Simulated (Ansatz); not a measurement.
# Run report: Si16H, geometry relaxation (part 2 of 2)

The same run, continued: Si16H (defect cell, 17 atoms in the cell); DFT PBE, scalar-relativistic, plane waves, PAW, spin-polarised (Ansatz 0.2.0); cutoff 420 eV, 2×2×2 k-mesh, Fermi–Dirac smearing of 0.02 eV, collinear spins. It belongs to a series of runs on one base structure; here: start relaxed.

Geometry of the input (Å; fractional positions):
```
0.0000  5.4300  5.4300
5.4300  0.0000  5.4300
5.4300  5.4300  0.0000
Si 0.0000  0.0000  0.0000
Si 0.1250  0.1250  0.1250
Si -0.0000  0.0000  0.5000
Si 0.1250  0.1250  0.6250
Si -0.0000  0.5000  0.0000
Si 0.1250  0.6250  0.1250
Si -0.0000  0.5000  0.5000
Si 0.1250  0.6250  0.6250
Si 0.5000  -0.0000  0.0000
Si 0.6250  0.1250  0.1250
Si 0.5000  0.0000  0.5000
Si 0.6250  0.1250  0.6250
Si 0.5000  0.5000  0.0000
Si 0.6250  0.6250  0.1250
Si 0.5000  0.5000  0.5000
Si 0.6250  0.6250  0.6250
H  0.0674  0.8086  0.3088
```

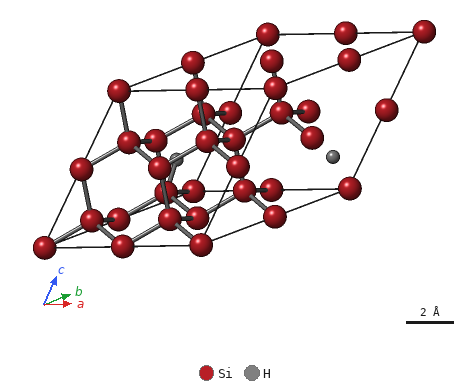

Figure 1. The geometry at step 11 of the log (ball-and-stick view of the cell of the calculation, seen at an oblique angle).

Log, continued
```
relax step   5: F+E_penalty+E_count = -10185.79387391 eV  Δ(F+E_penalty+E_count) = -6.532e-2 eV  max|allowed force component| = 5.072e-1 eV/Å  Δτ_max = 0.1960 Å  (7 SCF iters, dr2 threshold 1.00e-4 eV, accepted)
preconditioner: auto → Resta (q_TF=auto, 2.092 Å⁻¹)  ε∞=5.3  [insulator: Δε(μ)=0.298 eV  Ē_g=8.074 eV  σ=0.020 eV  W_gap=1.00  n_scr=58 (ndim 8)  ℏωp=16.7 eV  f_vac=0.000  D(μ)=0.01/eV (n_scr^D=0)  ε∞_Penn≈5.3]
spin=Collinear: Resta preconditioning applied to the charge; magnetization (m = ρ↑ − ρ↓) channel mixes plain (no charge-response kernel on spin).
the starting moments were not kept: the SCF closed with an absolute magnetisation of 3.2e-4 μB, where they sum to 1 μB in size (1 site). That is at most 0.1 of that sum. Measured as dr2_m measures the in/out step, that magnetisation stands 2.9e-9 eV from none, at or under the dr2_threshold of 1.0e-4 eV: it is no larger than a step whose dr2_m would equal this threshold.
  greatest PAW one-centre occupation: 0.639 electrons in one spin orbital (limit 2), on the Si atom at site 3 (counted from 0), in its partial waves of l = 0
relax step   6: F+E_penalty+E_count = -10185.82585314 eV  Δ(F+E_penalty+E_count) = -3.198e-2 eV  max|allowed force component| = 7.477e-2 eV/Å  Δτ_max = 0.1307 Å  (6 SCF iters, dr2 threshold 1.00e-4 eV, accepted)
preconditioner: auto → Resta (q_TF=auto, 2.092 Å⁻¹)  ε∞=5.3  [insulator: Δε(μ)=0.322 eV  Ē_g=8.074 eV  σ=0.020 eV  W_gap=1.00  n_scr=58 (ndim 8)  ℏωp=16.7 eV  f_vac=0.000  D(μ)=0.01/eV (n_scr^D=0)  ε∞_Penn≈5.3]
spin=Collinear: Resta preconditioning applied to the charge; magnetization (m = ρ↑ − ρ↓) channel mixes plain (no charge-response kernel on spin).
the starting moments were not kept: the SCF closed with an absolute magnetisation of 4.7e-6 μB, where they sum to 1 μB in size (1 site). That is at most 0.1 of that sum. Measured as dr2_m measures the in/out step, that magnetisation stands 5.8e-13 eV from none, at or under the dr2_threshold of 1.0e-7 eV: it is no larger than a step whose dr2_m would equal this threshold.
relax step   7: F+E_penalty+E_count = -10185.82585319 eV  Δ(F+E_penalty+E_count) = -4.981e-8 eV  max|allowed force component| = 7.480e-2 eV/Å  Δτ_max = 0.0000 Å  (4 SCF iters, accepted)
preconditioner: auto → Resta (q_TF=auto, 2.092 Å⁻¹)  ε∞=5.3  [insulator: Δε(μ)=0.359 eV  Ē_g=8.071 eV  σ=0.020 eV  W_gap=1.00  n_scr=58 (ndim 8)  ℏωp=16.7 eV  f_vac=0.000  D(μ)=0.00/eV (n_scr^D=0)  ε∞_Penn≈5.3]
spin=Collinear: Resta preconditioning applied to the charge; magnetization (m = ρ↑ − ρ↓) channel mixes plain (no charge-response kernel on spin).
the starting moments were not kept: the SCF closed with an absolute magnetisation of 6.2e-6 μB, where they sum to 1 μB in size (1 site). That is at most 0.1 of that sum. Measured as dr2_m measures the in/out step, that magnetisation stands 1.2e-12 eV from none, at or under the dr2_threshold of 1.0e-7 eV: it is no larger than a step whose dr2_m would equal this threshold.
  greatest PAW one-centre occupation: 0.641 electrons in one spin orbital (limit 2), on the Si atom at site 3 (counted from 0), in its partial waves of l = 0
relax step   8: F+E_penalty+E_count = -10185.84242423 eV  Δ(F+E_penalty+E_count) = -1.657e-2 eV  max|allowed force component| = 9.425e-2 eV/Å  Δτ_max = 0.1963 Å  (9 SCF iters, accepted)
preconditioner: auto → Resta (q_TF=auto, 2.092 Å⁻¹)  ε∞=5.3  [insulator: Δε(μ)=0.459 eV  Ē_g=8.074 eV  σ=0.020 eV  W_gap=1.00  n_scr=58 (ndim 8)  ℏωp=16.7 eV  f_vac=0.000  D(μ)=0.00/eV (n_scr^D=0)  ε∞_Penn≈5.3]
spin=Collinear: Resta preconditioning applied to the charge; magnetization (m = ρ↑ − ρ↓) channel mixes plain (no charge-response kernel on spin).
the starting moments were not kept: the SCF closed with an absolute magnetisation of 1.1e-4 μB, where they sum to 1 μB in size (1 site). That is at most 0.1 of that sum. Measured as dr2_m measures the in/out step, that magnetisation stands 4.3e-10 eV from none, at or under the dr2_threshold of 8.9e-6 eV: it is no larger than a step whose dr2_m would equal this threshold.
relax step   9: F+E_penalty+E_count = -10185.84495905 eV  Δ(F+E_penalty+E_count) = -2.535e-3 eV  max|allowed force component| = 9.973e-2 eV/Å  Δτ_max = 0.2000 Å  (7 SCF iters, dr2 threshold 8.88e-6 eV, accepted)
preconditioner: auto → Resta (q_TF=auto, 2.092 Å⁻¹)  ε∞=5.3  [insulator: Δε(μ)=0.542 eV  Ē_g=8.074 eV  σ=0.020 eV  W_gap=1.00  n_scr=58 (ndim 8)  ℏωp=16.7 eV  f_vac=0.000  D(μ)=0.00/eV (n_scr^D=0)  ε∞_Penn≈5.3]
spin=Collinear: Resta preconditioning applied to the charge; magnetization (m = ρ↑ − ρ↓) channel mixes plain (no charge-response kernel on spin).
the starting moments were not kept: the SCF closed with an absolute magnetisation of 8.7e-5 μB, where they sum to 1 μB in size (1 site). That is at most 0.1 of that sum. Measured as dr2_m measures the in/out step, that magnetisation stands 3.2e-10 eV from none, at or under the dr2_threshold of 9.9e-6 eV: it is no larger than a step whose dr2_m would equal this threshold.
  greatest PAW one-centre occupation: 0.642 electrons in one spin orbital (limit 2), on the Si atom at site 3 (counted from 0), in its partial waves of l = 0
relax step  10: F+E_penalty+E_count = -10185.85111627 eV  Δ(F+E_penalty+E_count) = -6.157e-3 eV  max|allowed force component| = 3.542e-2 eV/Å  Δτ_max = 0.0680 Å  (6 SCF iters, dr2 threshold 9.95e-6 eV, accepted)
preconditioner: auto → Resta (q_TF=auto, 2.092 Å⁻¹)  ε∞=5.3  [insulator: Δε(μ)=0.553 eV  Ē_g=8.074 eV  σ=0.020 eV  W_gap=1.00  n_scr=58 (ndim 8)  ℏωp=16.7 eV  f_vac=0.000  D(μ)=0.00/eV (n_scr^D=0)  ε∞_Penn≈5.3]
spin=Collinear: Resta preconditioning applied to the charge; magnetization (m = ρ↑ − ρ↓) channel mixes plain (no charge-response kernel on spin).
the starting moments were not kept: the SCF closed with an absolute magnetisation of 1.8e-5 μB, where they sum to 1 μB in size (1 site). That is at most 0.1 of that sum. Measured as dr2_m measures the in/out step, that magnetisation stands 1.3e-11 eV from none, at or under the dr2_threshold of 1.0e-7 eV: it is no larger than a step whose dr2_m would equal this threshold.
relax step  11: F+E_penalty+E_count = -10185.85111627 eV  Δ(F+E_penalty+E_count) = -7.585e-9 eV  max|allowed force component| = 3.541e-2 eV/Å  Δτ_max = 0.0000 Å  (3 SCF iters, accepted)
Magnetization: 0.0000 μB (32.5000 up, 32.5000 down)
Absolute magnetization: 0.0000 μB (∫|ρ↑−ρ↓|, with the PAW one-centre terms)
Spin contamination: 0.0000 ħ² per cell (⟨S²⟩ above its minimum at these occupations)
Per-site moments (μB) at R_I (Å): [(-2.2604963578480926e-7, 0.8115356185600331), (1.5340412954463714e-7, 0.9663247339205724), (5.547046667932107e-8, 0.9657122272729413), (-2.1553979152406885e-8, 0.9646324868578332), (6.785166039272774e-8, 0.9684578052772896), (-5.2117926662929615e-8, 0.7023992187760834), (-1.8291432934017928e-7, 0.8136939046370709), (-3.638833509563016e-8, 0.9657122272729413), (-2.3225787699165662e-8, 0.9677639123442655), (2.2533088426655084e-7, 0.9664953557626381), (-8.883124658165604e-10, 0.9658464664814223), (4.2009840869122454e-8, 0.9677639123442655), (-3.3309601157285085e-8, 0.9684726977369912), (-4.69337375376775e-9, 0.9684578052772896), (-3.57327671348527e-8, 0.9680815142358639), (-1.8678789249513073e-8, 0.9658464664814223), (1.255647558961164e-6, 0.7023992187760834)]
Free energy (F): -10185.851116 eV
[...]
Harris-Foulkes:  -10185.851116 eV  (|F-HF|=6.08e-10)
Internal energy: -10185.851116 eV  (E = F + TS)
E sigma→0 (E₀):  -10185.851116 eV
Entropy (-TS):   -0.000000 eV (-0.000 meV/atom)
Fermi energy:    6.651684 eV
--- Per-component energies (eV) ---
  E_band       = 80.251896
  E_kinetic    = 666.942486
  E_local      = -447.901595  (includes V_loc(G=0)·N_el)
  E_nonlocal   = 416.573805
  E_hartree    = 123.774987
  E_xc         = -893.536911
  E_vxc        = -761.743887  (∫ρ·V_xc dr)
  E_paw        = -8206.024713  (= ΣΔE_a)
  E_vpaw       = -41.167865  (= ΣTr[D̂ρ^β])
  E_aug_tail   = -0.000994  (compensation charges beyond the density's cutoff)
  E_ewald      = -1845.678182
  E_smearing   = -0.000000  (= −TS)
  E_closure    = 0.000000  (closes the sum)
  Σ components = -10185.851116   (vs F -10185.851116, Δ=0.00e0)
--- Forces (eV/Å), atoms counted from 1 ---
  atom   1  Si     0.01367432     0.01865997    -0.01560675
  atom   2  Si     0.00186382    -0.01099371     0.00421082
  atom   3  Si     0.00038327    -0.01293224     0.00917153
  atom   4  Si    -0.03540846     0.00931919    -0.00430780
  atom   5  Si     0.00094524     0.01198888    -0.01893486
  atom   6  Si     0.00082661     0.00143459     0.00317456
  atom   7  Si     0.01639169    -0.02055800     0.01970144
  atom   8  Si    -0.00966079     0.00342780    -0.00198999
  atom   9  Si     0.00230021     0.00032602     0.00442545
  atom  10  Si     0.00480926    -0.00072876     0.00526219
  atom  11  Si    -0.00053126    -0.01033131     0.01138974
  atom  12  Si    -0.00506377    -0.00656443     0.00447252
  atom  13  Si     0.00187117     0.01449400    -0.01658908
  atom  14  Si     0.01098330    -0.00389705     0.00010458
  atom  15  Si     0.00483997     0.00608897    -0.00203133
  atom  16  Si    -0.00816657    -0.00169036    -0.00235261
  atom  17  H     -0.00005806     0.00195624    -0.00009938
  max |Σ_I F_I| component: 1.04e-6 eV/Å
--- Relaxed structure (11 steps of the walk, 11 accepted, 0 SCFs on fresh bases) ---
  F+E_penalty+E_count = -10185.85111627 eV   max|allowed force component| = 3.541e-2 eV/Å
  atoms:
    - { symbol: Si, position: [0.004668727732673954, 0.005783194825005068, -0.00043309348948232084] }
    - { symbol: Si, position: [0.13115704647909956, 0.12627925357496153, 0.12774939490379025] }
    - { symbol: Si, position: [0.006371447616678964, 0.0005532203665675785, 0.5013657075672031] }
    - { symbol: Si, position: [0.13096541696137806, 0.1264005513263132, 0.6264906002670235] }
    - { symbol: Si, position: [0.0037662230984548684, 0.5019591024684034, 0.0012931710735228918] }
    - { symbol: Si, position: [0.1318224393917807, 0.6260453225633625, 0.1253702005896289] }
    - { symbol: Si, position: [0.005225501637453667, 0.49935325681393045, 0.5050924024684137] }
    - { symbol: Si, position: [0.1316230429465607, 0.6271717553129879, 0.6259886026839712] }
    - { symbol: Si, position: [0.5055638217425396, 0.0034901888932398206, 5.3167725025837775e-5] }
    - { symbol: Si, position: [0.6295599102524849, 0.12645872606620073, 0.1275286662389648] }
    - { symbol: Si, position: [0.5066001883937361, 0.0005680879527374394, 0.5012100678500713] }
    - { symbol: Si, position: [0.6319901906441021, 0.12489268632291672, 0.6258934200261309] }
    - { symbol: Si, position: [0.5081516172023866, 0.5020930557044196, 0.0012680238775030217] }
    - { symbol: Si, position: [0.6293427968794196, 0.6282938469687598, 0.12830636906421367] }
    - { symbol: Si, position: [0.5060891466664145, 0.4991834124750446, 0.5034890882853746] }
    - { symbol: Si, position: [0.6301353536807338, 0.6271345448595608, 0.6259955392503973] }
    - { symbol: H, position: [-0.025614571325897006, 0.7829122935055888, 0.282090471618249] }
```

Trajectory as extended XYZ (Å, eV, eV/Å), 6 of the 11 frames kept, from step=1 to step=11
```
17
Lattice="0.0000 5.4300 5.4300 5.4300 0.0000 5.4300 5.4300 5.4300 0.0000" Properties=species:S:1:pos:R:3:forces:R:3 step=1 energy=-10185.60270
Si    0.0000    0.0000    0.0000   -0.0083   0.1161   0.0260
Si    1.3575    1.3575    1.3575    0.0131   0.0029  -0.1240
Si    2.7150    2.7150    0.0000   -0.1099   0.0189   0.0193
Si    4.0725    4.0725    1.3575   -0.0225   0.0072   0.0066
Si    2.7150    0.0000    2.7150    0.0056  -0.0255  -0.0259
Si    4.0725    1.3575    4.0725    0.1346   0.0008   0.0013
Si    5.4300    2.7150    2.7150   -0.0084   0.0256   0.1164
Si    6.7875    4.0725    4.0725    0.0132  -0.1242   0.0033
Si    0.0000    2.7150    2.7150   -0.0618   0.0542  -0.0040
Si    1.3575    4.0725    4.0725    0.0573  -0.0002  -0.0646
Si    2.7150    5.4300    2.7150   -0.0103   0.0128   0.0129
Si    4.0725    6.7875    4.0725    0.0024  -0.0538  -0.0540
Si    2.7150    2.7150    5.4300    0.0063   0.0647   0.0645
Si    4.0725    4.0725    6.7875    0.0149  -0.0128  -0.0127
Si    5.4300    5.4300    5.4300   -0.0621  -0.0040   0.0543
Si    6.7875    6.7875    6.7875    0.0576  -0.0647  -0.0002
H     6.0671    2.0426    4.7566   -0.0217  -0.0181  -0.0192
17
Lattice="0.0000 5.4300 5.4300 5.4300 0.0000 5.4300 5.4300 5.4300 0.0000" Properties=species:S:1:pos:R:3:forces:R:3 step=3 energy=-10185.63290
Si    0.0137    0.0170    0.0059    0.0750  -0.1568   0.0400
Si    1.3618    1.3714    1.3504    0.0279   0.0178   0.1973
Si    2.7119    2.7174    0.0029    0.1533  -0.0296  -0.0311
Si    4.0840    4.0721    1.3574    0.0086  -0.0109  -0.0179
Si    2.7128    0.0127    2.7280   -0.0953  -0.0248  -0.0197
Si    4.0957    1.3688    4.0843   -0.0777   0.0567   0.0607
Si    5.4436    2.7205    2.7324    0.0778   0.0346  -0.1493
Si    6.7918    4.0651    4.0869    0.0338   0.2001   0.0193
Si   -0.0041    2.7309    2.7180    0.0731  -0.0964   0.0205
Si    1.3750    4.0804    4.0675   -0.0730   0.0014   0.0437
Si    2.7305    5.4292    2.7146    0.0257  -0.0218  -0.0225
Si    4.0779    6.7844    4.0697    0.0073   0.0878   0.0869
Si    2.7266    2.7328    5.4481    0.0027  -0.0582  -0.0581
Si    4.0715    4.0880    6.8034   -0.0271   0.0279   0.0283
Si    5.4258    5.4327    5.4463    0.0724   0.0203  -0.0961
Si    6.8051    6.7821    6.7959   -0.0714   0.0435   0.0021
H     5.9435    1.9372    4.6449   -0.2131  -0.0916  -0.1041
17
Lattice="0.0000 5.4300 5.4300 5.4300 0.0000 5.4300 5.4300 5.4300 0.0000" Properties=species:S:1:pos:R:3:forces:R:3 step=5 energy=-10185.79387
Si    0.0398    0.0130    0.0401   -0.0271  -0.2873   0.1343
Si    1.3787    1.3900    1.3766    0.0005   0.0492   0.1206
Si    2.7262    2.7291    0.0149    0.1057  -0.0222  -0.0264
Si    4.1021    4.0815    1.3661    0.0808  -0.0303  -0.0225
Si    2.7252    0.0189    2.7334    0.0375   0.0005   0.0028
Si    4.1226    1.3848    4.1011   -0.5072  -0.0128  -0.0141
Si    5.4696    2.7546    2.7289   -0.0234   0.1436  -0.2942
Si    6.8095    4.0919    4.1056   -0.0039   0.1186   0.0462
Si    0.0062    2.7369    2.7362    0.0744  -0.0505   0.0424
Si    1.3883    4.0895    4.0775   -0.0544   0.0055   0.0536
Si    2.7457    5.4356    2.7218   -0.0044   0.0091   0.0074
Si    4.0846    6.7972    4.0828   -0.0058   0.0600   0.0620
Si    2.7435    2.7430    5.4585    0.0345  -0.0539  -0.0517
Si    4.0871    4.0972    6.8130    0.0099   0.0058   0.0039
Si    5.4360    5.4506    5.4527    0.0781   0.0425  -0.0510
Si    6.8186    6.7916    6.8055   -0.0583   0.0548   0.0059
H     5.6833    1.7371    4.4419    0.2632  -0.0326  -0.0191
17
Lattice="0.0000 5.4300 5.4300 5.4300 0.0000 5.4300 5.4300 5.4300 0.0000" Properties=species:S:1:pos:R:3:forces:R:3 step=7 energy=-10185.82585
Si    0.0225   -0.0091    0.0645    0.0345   0.0680  -0.0441
Si    1.3721    1.3869    1.3906    0.0282  -0.0196   0.0056
Si    2.7135    2.7327    0.0173   -0.0451  -0.0223  -0.0241
Si    4.0713    4.0887    1.3736   -0.0542   0.0023   0.0102
Si    2.7349    0.0094    2.7231    0.0557   0.0544   0.0578
Si    4.1131    1.3807    4.0967   -0.0748  -0.0184  -0.0269
Si    5.4528    2.7793    2.7065    0.0305  -0.0420   0.0673
Si    6.8028    4.1068    4.1013    0.0264   0.0011  -0.0210
Si    0.0176    2.7360    2.7549    0.0154  -0.0010   0.0143
Si    1.3847    4.0942    4.1001    0.0045  -0.0002  -0.0001
Si    2.7304    5.4525    2.7381   -0.0459   0.0335   0.0328
Si    4.0802    6.8114    4.0966   -0.0061  -0.0034  -0.0039
Si    2.7563    2.7439    5.4592    0.0135  -0.0149  -0.0116
Si    4.1116    4.0949    6.8098    0.0042   0.0115   0.0112
Si    5.4479    5.4699    5.4511    0.0156   0.0144  -0.0009
Si    6.8148    6.8145    6.8099    0.0047   0.0032  -0.0010
H     5.7406    1.6498    4.3633   -0.0071  -0.0665  -0.0655
17
Lattice="0.0000 5.4300 5.4300 5.4300 0.0000 5.4300 5.4300 5.4300 0.0000" Properties=species:S:1:pos:R:3:forces:R:3 step=9 energy=-10185.84496
Si    0.0309    0.0243    0.0517   -0.0347  -0.0317   0.0737
Si    1.3791    1.4010    1.4014    0.0316  -0.0018  -0.0087
Si    2.7170    2.7575    0.0373   -0.0099   0.0436   0.0099
Si    4.0743    4.1247    1.3957    0.0396  -0.0791   0.0105
Si    2.7474    0.0330    2.7455   -0.0192  -0.0292   0.0084
Si    4.0863    1.4098    4.1157   -0.0406  -0.0203  -0.0410
Si    5.4539    2.7789    2.7283   -0.0536   0.0175   0.0177
Si    6.8054    4.1189    4.1103    0.0363  -0.0185  -0.0081
Si    0.0205    2.7389    2.7682   -0.0161   0.0154  -0.0171
Si    1.3792    4.1089    4.1041   -0.0183  -0.0126   0.0132
Si    2.7141    5.4788    2.7578    0.0253   0.0010  -0.0321
Si    4.0694    6.8315    4.1123    0.0124   0.0089   0.0121
Si    2.7372    2.7742    5.4862    0.0239  -0.0067   0.0289
Si    4.1223    4.1162    6.8278   -0.0145   0.0157   0.0011
Si    5.4498    5.4874    5.4502   -0.0088  -0.0201   0.0180
Si    6.8053    6.8262    6.8213   -0.0176   0.0182   0.0041
H     5.7748    1.3324    4.1427    0.0641   0.0997  -0.0906
17
Lattice="0.0000 5.4300 5.4300 5.4300 0.0000 5.4300 5.4300 5.4300 0.0000" Properties=species:S:1:pos:R:3:forces:R:3 step=11 energy=-10185.85112
Si    0.0291    0.0230    0.0568    0.0137   0.0187  -0.0156
Si    1.3794    1.4059    1.3979    0.0019  -0.0110   0.0042
Si    2.7254    2.7570    0.0376    0.0004  -0.0129   0.0092
Si    4.0882    4.1130    1.3975   -0.0354   0.0093  -0.0043
Si    2.7327    0.0275    2.7461    0.0009   0.0120  -0.0189
Si    4.0802    1.3966    4.1152    0.0008   0.0014   0.0032
Si    5.4541    2.7710    2.7399    0.0164  -0.0206   0.0197
Si    6.8047    4.1138    4.1203   -0.0097   0.0034  -0.0020
Si    0.0192    2.7455    2.7642    0.0023   0.0003   0.0044
Si    1.3792    4.1110    4.1052    0.0048  -0.0007   0.0053
Si    2.7247    5.4724    2.7539   -0.0005  -0.0103   0.0114
Si    4.0768    6.8303    4.1099   -0.0051  -0.0066   0.0045
Si    2.7333    2.7661    5.4856    0.0019   0.0145  -0.0166
Si    4.1083    4.1140    6.8290    0.0110  -0.0039   0.0001
Si    5.4445    5.4820    5.4586    0.0048   0.0061  -0.0020
Si    6.8045    6.8208    6.8270   -0.0082  -0.0017  -0.0024
H     5.7830    1.3927    4.1121   -0.0001   0.0020  -0.0001
```

Key numbers

| quantity | value |
| --- | --- |
| outcome | converged |
| electrons treated | 65 |
| free energy | −10185.8511 eV |
| Fermi energy | 6.652 eV |
| net moment of the cell | 0.00 μB |
| integrated absolute moment | 0.00 μB |
| final volume | 320.21 Å³ |
| largest force (length of the vector) at the end | 0.037 eV/Å |
| hardware | 1 thread of Intel Xeon (Granite Rapids), 16 GiB of memory available, shared host |
| wall time | 79 s |
| peak memory | 0.75 GiB |

Remarks

Warnings of the run: some starting moments were not kept. The input asks for low accuracy. The k-point mesh is coarse for a cell of this size, so the results may not be converged.
